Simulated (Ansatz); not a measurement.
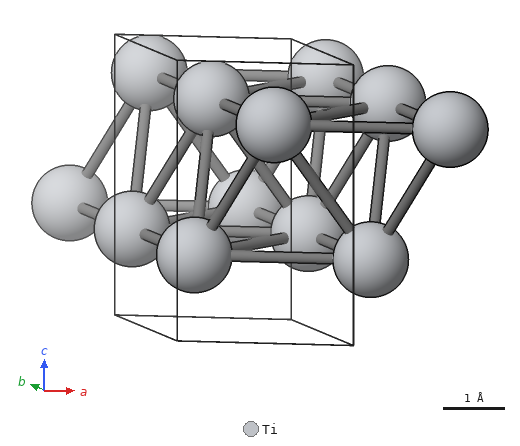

The starting point is a symmetric starting cell of Ti. Style: ball-and-stick. Shown: the cell of the calculation, repeated 2 × 3 × 1 with one cell outlined, slightly off an axis.

Theory: Ansatz 0.2.0, DFT r2SCAN, scalar-relativistic, plane waves, PAW. Settings: plane-wave cutoff 500 eV; k-point mesh 18 × 18 × 10; occupations gaussian; smearing width 0.1 eV; no spin polarisation.

The variant: The cell is strained by +3.8 % along c and −5.2 % across it (volume −6.7 %), the atoms keeping their fractional coordinates. No relaxation follows. The starting cell wasn't computed here and needn't be at equilibrium, so pressure and forces aren't due to the change alone.

Q: What is the effect?

A: Among the bonded contacts that change: Ti–Ti 2.950 → 2.797 Å, Ti–Ti 2.897 → 2.920 Å. The space group stays P6_3/mmc (No. 194). The pressure is 6.2 GPa (not all of it need come from the change, since the unchanged cell can be under pressure at this level too). The principal stresses (compression positive) are −2.4 GPa along c and 10.4 GPa across it. All forces vanish by symmetry.

The changed structure in the same view:

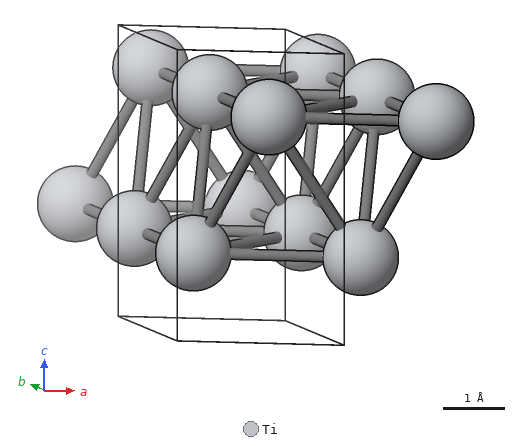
